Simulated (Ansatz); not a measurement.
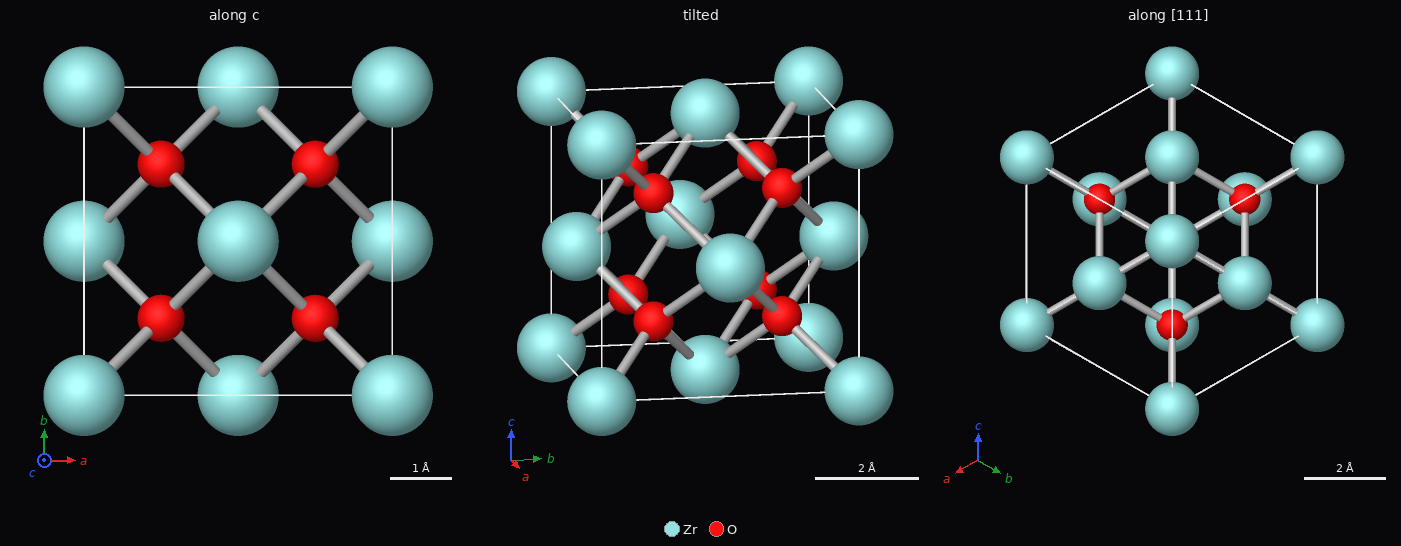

The crystal in a ball-and-stick representation, seen along the c axis, slightly off an axis and along [111]. The parallelepiped is the conventional unit cell.

A stick is drawn for O–Zr up to 2.80 Å (cut-off distances).

> What composition does the cell have?

ZrO2. The cell holds 4 Zr, 8 O, counting shared atoms by their share.

> Give the crystal system and centring.

Face-centred cubic.

> How do the bonded atoms link up through the crystal?

The bonds build a three-dimensional framework.

It goes back to a structure type known for this compound. The cell was then strained or its atoms displaced on purpose. An electronic-structure calculation with Ansatz was run on it.

At this level of theory the run's own cell isn't at rest (stretched, at -5 GPa), so its distances can differ from those at equilibrium, the more so the softer the solid.
